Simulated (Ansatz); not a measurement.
## BaTiO$_{3}$: a failed or faulty run and its cure

System: BaTiO$_{3}$ (10 atoms in the cell, total charge +0.5).
Method of run 1: DFT, r2SCAN, plane waves, PAW, no spin polarisation (Ansatz 0.2.0).

The structure derives from an entry of the Crystallography Open Database. Some settings of this run were made unusual or wrong on purpose. Text and figures count atoms from 1; the logs count them from 0 in places.

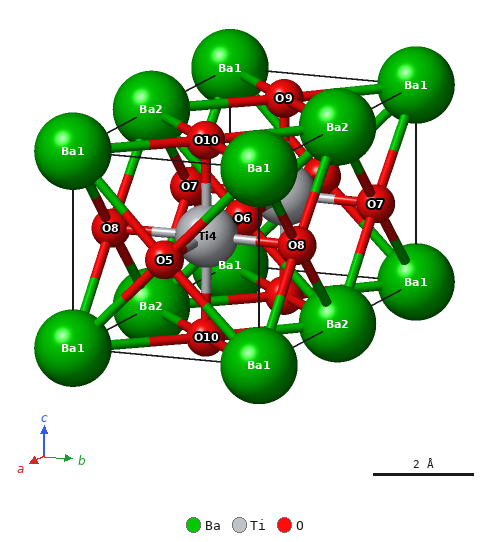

**Figure 1.** The structure (ball-and-stick view of the cell of the calculation, seen slightly off an axis; atoms are numbered from 1 in the order of the input).

Input file, run 1:
```yaml
crystal:
  lattice:
    - [-8.06670129, 0.0, 0.0]
    - [0.0, -2.87212104, 2.88097921]
    - [0.0, 2.87212104, 2.88097921]
  atoms:
    - { symbol: Ba, position: [0.0, 0.0, 0.0] }
    - { symbol: Ba, position: [0.5, 0.0, 0.0] }
    - { symbol: Ti, position: [0.25, 0.5079, 0.5079] }
    - { symbol: Ti, position: [0.75, 0.5079, 0.5079] }
    - { symbol: O, position: [0.0, 0.4921, 0.4921] }
    - { symbol: O, position: [0.5, 0.4921, 0.4921] }
    - { symbol: O, position: [0.25, 0.99371, 0.50251] }
    - { symbol: O, position: [0.75, 0.99371, 0.50251] }
    - { symbol: O, position: [0.25, 0.50251, 0.99371] }
    - { symbol: O, position: [0.75, 0.50251, 0.99371] }
  symmetry: { tolerance: 0.0003 }
kpoints:
  mp_grid: { grid: [3, 5, 5], shift: [0, 0, 0] }
magnetization:
  spin_polarized: false
scf:
  occupations: { method: fermi_dirac }
  max_iter: 100
hamiltonian:
  pseudopotentials: { kind: paw }
  xc: r2scan
basis:
  ecutwfc: 500
output:
  forces: true
  stress: true
  eigenvalues: true
total_charge: 0.5
```

Launched with:
```bash
ansatz run input.yaml --threads 1 --pin off --max-ram 2560MiB --backend cpu --events-out ev --progress --plain --runs-dir out
```

Hardware: 1 thread of Arm Neoverse V1, 24 GiB of memory available, shared host.

Output, shortened to warnings, some set-up lines, iterations and results (run 1):
```
Basis set: ecut = 500 eV, 3429 PW (Γ), exchange–correlation on 240×120×120 points (64 copies of the dense FFT grid, shifted against one another)
Symmetry: 8 space group operations
k-points: 18 of 75 (time reversal used)
Initial density: superposition of atomic densities (neutral atoms scaled as one to the charged cell's electrons: chi_scale 0, normalization atom), corrected by the library's trained network
[...]
SCF iter   1: F=—  HF=-20371.916776 eV  |F-HF|=—  |Δ(HF+E_count)|=         —  Δρ=1.50e-2  dr2=3.04e-1  dr2_τ=3.68e-1  ethr=1.77e-3  ⟨swp⟩=6.6  Hψ=3775  notcnv=0
SCF iter   2: F=—  HF=-20372.169690 eV  |F-HF|=—  |Δ(HF+E_count)|=   2.53e-1  Δρ=7.11e-3  dr2=5.40e-2  dr2_τ=1.68e-2  ethr=3.82e-4  ⟨swp⟩=2.0  Hψ=1699  notcnv=0  defer=48
SCF iter   3: F=—  HF=-20372.165913 eV  |F-HF|=—  |Δ(HF+E_count)|=   3.78e-3  Δρ=3.31e-3  dr2=1.26e-2  dr2_τ=8.22e-4  ethr=6.79e-5  ⟨swp⟩=2.0  Hψ=1308  notcnv=0  defer=48
SCF iter   4: F=—  HF=-20372.165916 eV  |F-HF|=—  |Δ(HF+E_count)|=   2.96e-6  Δρ=9.48e-4  dr2=9.92e-4  dr2_τ=9.92e-5  ethr=1.58e-5  ⟨swp⟩=2.0  Hψ=1160  notcnv=0  defer=48
SCF iter   5: F=—  HF=-20372.165928 eV  |F-HF|=—  |Δ(HF+E_count)|=   1.16e-5  Δρ=4.52e-4  dr2=2.58e-4  dr2_τ=2.94e-5  ethr=1.25e-6  ⟨swp⟩=2.0  Hψ=1176  notcnv=0  defer=48
SCF iter   6: F=—  HF=-20372.165896 eV  |F-HF|=—  |Δ(HF+E_count)|=   3.14e-5  Δρ=9.81e-5  dr2=8.34e-6  dr2_τ=1.29e-6  ethr=3.25e-7  ⟨swp⟩=2.0  Hψ=1247  notcnv=0  defer=48
SCF iter   7: F=—  HF=-20372.165884 eV  |F-HF|=—  |Δ(HF+E_count)|=   1.17e-5  Δρ=1.75e-5  dr2=3.56e-7  dr2_τ=4.07e-8  ethr=1.05e-8  ⟨swp⟩=2.0  Hψ=1361  notcnv=0  defer=48
SCF iter   8: F=-20372.165885 eV  HF=-20372.165885 eV  |F-HF|=4.70e-8  |Δ(HF+E_count)|=   2.02e-7  Δρ=6.77e-6  dr2=6.99e-8  dr2_τ=4.15e-9  ethr=1.26e-10  ⟨swp⟩=9.8  Hψ=4205  …
SCF 1 converged in 8 iterations: F = -20372.165885 eV  dr2 = 6.99e-8
SCF converged after 8 iterations
Free energy (F): -20372.165885 eV
Harris-Foulkes:  -20372.165885 eV  (|F-HF|=4.70e-8)
Internal energy: -20372.043861 eV  (E = F + TS)
E sigma→0 (E₀):  -20372.104873 eV
Entropy (-TS):   -0.122023 eV (-12.202 meV/atom)
Fermi energy:    9.232097 eV
--- Per-component energies (eV) ---
  E_band       = -403.577145
  E_kinetic    = 1927.887889
  E_local      = -4278.683313  (includes V_loc(G=0)·N_el)
  E_nonlocal   = 396.858216
  E_hartree    = 1655.873014
  E_xc         = -942.472957
  E_vxc        = -1197.233535  (∫ρ·V_xc dr)
  E_paw        = -13566.724438  (= ΣΔE_a)
  E_vpaw       = -637.499983  (= ΣTr[D̂ρ^β])
  E_aug_tail   = 0.005913  (compensation charges beyond the density's cutoff)
  E_vtau       = 73.341389  (kinetic-family band-sum trace: ∫τ·v_τ [+ j·A + Jᵃ·Aᵃ] dr)
  E_ewald      = -5564.230456
  E_core_change = -0.557728  (= ΣΔE_core)
  E_smearing   = -0.122023  (= −TS)
  E_closure    = -0.000000  (closes the sum)
  E_deformation_potential = 10.412035  (in the stress; not in F)
  Σ components = -20372.165885   (vs F -20372.165885, Δ=0.00e0)
--- Forces (eV/Å), atoms counted from 1 ---
  atom   1  Ba     0.00000000    -0.00000000     0.08695480
  atom   2  Ba     0.00000000    -0.00000000     0.08695480
  atom   3  Ti     0.00000000    -0.00000000     0.29327548
  atom   4  Ti     0.00000000    -0.00000000     0.29327548
  atom   5  O      0.00000000    -0.00000000     0.14851547
  atom   6  O      0.00000000    -0.00000000     0.14851547
  atom   7  O      0.00000000     0.11653537    -0.26431793
  atom   8  O      0.00000000     0.11653537    -0.26431793
  atom   9  O      0.00000000    -0.11653537    -0.26431793
  atom  10  O      0.00000000    -0.11653537    -0.26431793
  max |Σ_I F_I| component: 2.20e-4 eV/Å
--- Stress (GPa, compression-positive) ---
       -2.224505       0.000000      -0.000000
        0.000000      -2.757670       0.000000
       -0.000000       0.000000      -3.397569
  P = ⅓ Tr σ = -2.7932 GPa (-27.932 kbar)
```

> What should be changed in this input?

This input holds a deliberate fault: a charge that the system can't hold (`total_charge`). The cell cannot bind or give up so many electrons; the background charge dominates. The program still converged, but the numbers can't be taken as results for the intended system.

A run of the same system that converges differs from this input as follows (lines with − go, lines with + come):
```diff
-  max_iter: 100
-total_charge: 0.5
```

Output, shortened to warnings, some set-up lines, iterations and results (run 2):
```
Basis set: ecut = 500 eV, 3429 PW (Γ), exchange–correlation on 240×120×120 points (64 copies of the dense FFT grid, shifted against one another)
Symmetry: 8 space group operations
k-points: 18 of 75 (time reversal used)
Initial density: superposition of atomic densities (neutral atoms: chi_scale 0, normalization atom), corrected by the library's trained network
[...]
SCF iter   1: F=—  HF=-20367.299675 eV  |F-HF|=—  |Δ(HF+E_count)|=         —  Δρ=2.20e-2  dr2=8.35e-1  dr2_τ=4.51e-1  ethr=1.77e-3  ⟨swp⟩=6.6  Hψ=3821  notcnv=0
SCF iter   2: F=—  HF=-20367.475385 eV  |F-HF|=—  |Δ(HF+E_count)|=   1.76e-1  Δρ=1.23e-2  dr2=1.34e-1  dr2_τ=4.82e-2  ethr=1.04e-3  ⟨swp⟩=3.2  Hψ=1699  notcnv=0  defer=30
SCF iter   3: F=—  HF=-20367.457532 eV  |F-HF|=—  |Δ(HF+E_count)|=   1.79e-2  Δρ=3.66e-3  dr2=1.26e-2  dr2_τ=8.97e-4  ethr=1.67e-4  ⟨swp⟩=2.0  Hψ=1344  notcnv=0  defer=30
SCF iter   4: F=—  HF=-20367.455704 eV  |F-HF|=—  |Δ(HF+E_count)|=   1.83e-3  Δρ=1.55e-3  dr2=2.39e-3  dr2_τ=3.69e-4  ethr=1.58e-5  ⟨swp⟩=2.0  Hψ=1392  notcnv=0  defer=30
SCF iter   5: F=—  HF=-20367.455378 eV  |F-HF|=—  |Δ(HF+E_count)|=   3.26e-4  Δρ=3.19e-4  dr2=1.08e-4  dr2_τ=8.56e-6  ethr=2.98e-6  ⟨swp⟩=2.4  Hψ=1301  notcnv=0  defer=30
SCF iter   6: F=—  HF=-20367.455385 eV  |F-HF|=—  |Δ(HF+E_count)|=   6.77e-6  Δρ=7.76e-5  dr2=9.48e-6  dr2_τ=6.08e-7  ethr=1.36e-7  ⟨swp⟩=2.5  Hψ=1455  notcnv=0  defer=30
SCF iter   7: F=—  HF=-20367.455378 eV  |F-HF|=—  |Δ(HF+E_count)|=   7.31e-6  Δρ=4.12e-5  dr2=1.91e-6  dr2_τ=2.36e-7  ethr=1.19e-8  ⟨swp⟩=2.0  Hψ=1380  notcnv=0  defer=30
SCF iter   8: F=—  HF=-20367.455377 eV  |F-HF|=—  |Δ(HF+E_count)|=   3.19e-7  Δρ=9.83e-6  dr2=1.36e-7  dr2_τ=1.26e-8  ethr=2.39e-9  ⟨swp⟩=2.0  Hψ=1390  notcnv=0  defer=30
SCF iter   9: F=-20367.455377 eV  HF=-20367.455377 eV  |F-HF|=3.53e-10  |Δ(HF+E_count)|=   1.36e-8  Δρ=9.30e-7  dr2=6.42e-10  dr2_τ=1.26e-10  ethr=1.25e-10  ⟨swp⟩=8.6  …
SCF 1 converged in 9 iterations: F = -20367.455377 eV  dr2 = 6.42e-10
SCF converged after 9 iterations
Free energy (F): -20367.455377 eV
Harris-Foulkes:  -20367.455377 eV  (|F-HF|=3.53e-10)
Internal energy: -20367.455359 eV  (E = F + TS)
E sigma→0 (E₀):  -20367.455368 eV
Entropy (-TS):   -0.000019 eV (-0.002 meV/atom)
Fermi energy:    10.522447 eV
--- Per-component energies (eV) ---
  E_band       = -394.115068
  E_kinetic    = 1937.735808
  E_local      = -4285.165954  (includes V_loc(G=0)·N_el)
  E_nonlocal   = 398.068450
  E_hartree    = 1663.168683
  E_xc         = -948.128950
  E_vxc        = -1205.131664  (∫ρ·V_xc dr)
  E_paw        = -13568.351162  (= ΣΔE_a)
  E_vpaw       = -639.595126  (= ΣTr[D̂ρ^β])
  E_aug_tail   = 0.005951  (compensation charges beyond the density's cutoff)
  E_vtau       = 73.630326  (kinetic-family band-sum trace: ∫τ·v_τ [+ j·A + Jᵃ·Aᵃ] dr)
  E_ewald      = -5564.230456
  E_core_change = -0.557728  (= ΣΔE_core)
  E_smearing   = -0.000019  (= −TS)
  E_closure    = 0.000000  (closes the sum)
  Σ components = -20367.455377   (vs F -20367.455377, Δ=0.00e0)
--- Forces (eV/Å), atoms counted from 1 ---
  atom   1  Ba     0.00000000    -0.00000000     0.08971981
  atom   2  Ba     0.00000000    -0.00000000     0.08971981
  atom   3  Ti     0.00000000    -0.00000000     0.35555977
  atom   4  Ti     0.00000000    -0.00000000     0.35555977
  atom   5  O      0.00000000    -0.00000000     0.13151762
  atom   6  O      0.00000000    -0.00000000     0.13151762
  atom   7  O      0.00000000     0.12737754    -0.28833347
  atom   8  O      0.00000000     0.12737754    -0.28833347
  atom   9  O      0.00000000    -0.12737754    -0.28833347
  atom  10  O      0.00000000    -0.12737754    -0.28833347
  max |Σ_I F_I| component: 2.61e-4 eV/Å
--- Stress (GPa, compression-positive) ---
       -6.625801       0.000000      -0.000000
        0.000000      -7.158732       0.000000
       -0.000000       0.000000      -7.845163
  P = ⅓ Tr σ = -7.2099 GPa (-72.099 kbar)
```

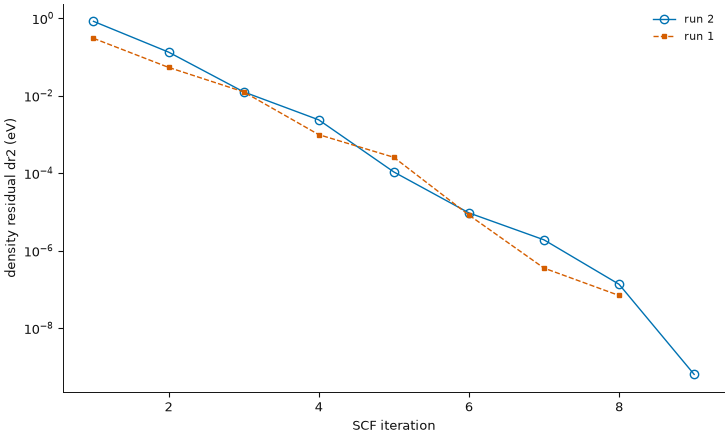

**Figure 2.** Convergence of the two runs: density residual dr2 against the SCF iteration. Run 2 takes 9 iterations in all, and run 1 takes 8.

The two runs side by side:

```csv
quantity,run 1,run 2
outcome,converged,converged
free energy per atom (eV),−2037.2166,−2036.7455
"energy per atom, smearing taken to zero (eV)",−2037.2105,−2036.7455
pressure (GPa),−2.79,−7.21
largest force (eV/Å),0.293,0.356
SCF iterations,8,9
irreducible k-points,18,18
plane waves at Γ,3429,3429
wall time (shared host),32 s,35 s
```

The total energies belong to different systems, so their difference says nothing on which is more stable or more accurate. The pressure goes from −2.79 to −7.21 GPa. The largest force goes from 0.293 to 0.356 eV/Å. A charged cell is computed with a uniform neutralising background, so its energy and pressure depend on the cell and aren't those of a real crystal. The SCF takes 9 iterations against 8.

Notes on run 2: The cell is under a tension of 7.2 GPa at this level, so it is not at its equilibrium volume.
